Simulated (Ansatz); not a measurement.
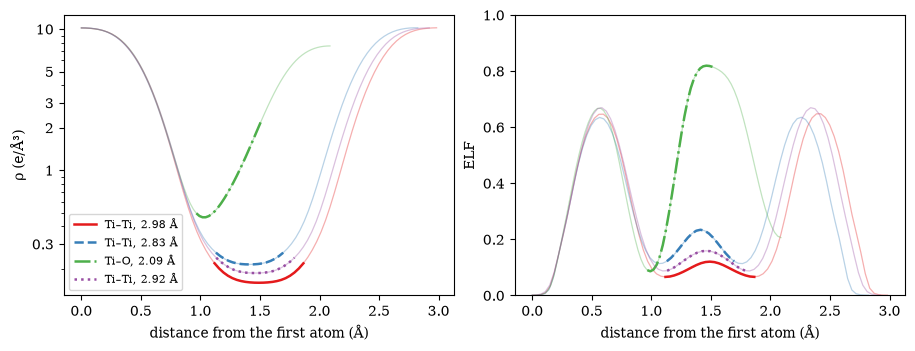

Figure. Ti6O. Valence pseudo-density and electron localisation function along straight lines between neighbouring atoms. Thin, pale parts lie inside the atomic spheres.

Space group P-31m; computed without spin polarisation.

Theory: Ansatz, DFT r2SCAN, scalar-relativistic, plane waves, PAW.

Core electrons are frozen (PAW), and the valence fields are smoothed inside the atomic spheres.

> Compare the contacts.

Ti–Ti (2.98 Å): ρ at the midpoint is about 0.16 e/Å³; the ELF is about 0.10 at the midpoint: no shared electron pair shows on this line.
Ti–Ti (2.83 Å): the density is about 0.22 e/Å³ at the midpoint; the ELF is about 0.25 at the midpoint: no shared electron pair shows on this line.
Ti–O (2.09 Å): ρ at the midpoint is about 0.46 e/Å³; the ELF peaks at about 0.80 in the valence shell of O, 0.6 Å from its nucleus, and is about 0.10 at the midpoint; no shared electron pair shows on this line.
Ti–Ti (2.92 Å): ρ at the midpoint is about 0.19 e/Å³; the ELF is about 0.15 at the midpoint (no shared electron pair shows on this line).
